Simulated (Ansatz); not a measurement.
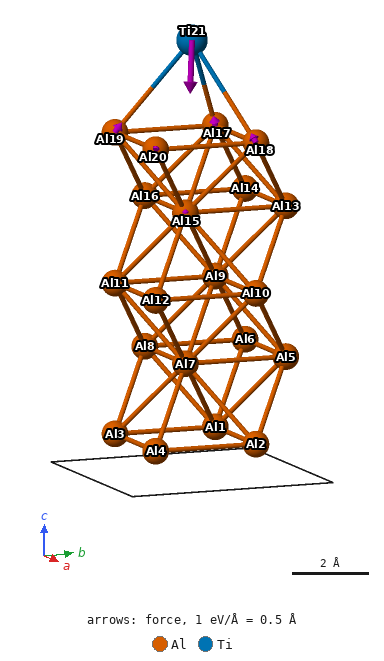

Starting geometry of a slab of composition TiAl20 with the computed forces as purple arrows. The picture is a ball-and-stick view of the cell of the calculation, outlined in the plane, without the vacuum (origin shifted), seen slightly off an axis.

It is Ti on Al(100), set down by a guess. The run prepares an end point of a later path (adatom exchange) calculation, from a guessed geometry. 4 atoms are held fixed.

Level of theory: DFT r2SCAN, scalar-relativistic, plane waves, PAW in Ansatz 0.2.0. Settings: plane-wave cutoff 500 eV; k-point mesh 3 × 3 × 1; occupations gaussian; smearing width 0.1 eV; no spin polarisation; atoms relaxed in a fixed cell; force threshold 0.03 eV/Å; at most 60 steps.

What follows when this structure is relaxed?

It isn't relaxed: the largest force vector, on Ti21, is 2.87 eV/Å. The final displacements follow the starting forces only in part (cosine between the two patterns 0.74). After 7 accepted moves (8 points after the start) the energy has fallen by 2.152 eV per cell of the calculation. Largest force component: 2.9 eV/Å at the start, 0.015 eV/Å at the end. 1 step only repeated the SCF at the same geometry. The largest move is that of Ti21, 1.25 Å at 29° to the normal (−c side). By element the largest moves are Ti 1.25 Å, Al 0.16 Å. The cell doesn't change. Some distances before and after: Al20–Ti21 3.648 → 2.608 Å, Al18–Ti21 3.331 → 2.607 Å, Al19–Ti21 3.239 → 2.607 Å, Al17–Ti21 2.877 → 2.607 Å. New bonds form: Al20–Ti21 (3.65 → 2.61 Å). Among the angles between lasting bonds that change: Al18–Ti21–Al19 76.1° → 106.9°, Al17–Ti21–Al19 55.5° → 69.3°. The run took 3.7 min on 4 threads of Arm Neoverse V1, on a shared host, peak memory 2.3 GiB.

Limits of the set-up: the periodic images lie only 5.7 Å apart, so the values are limited by the cell's size.
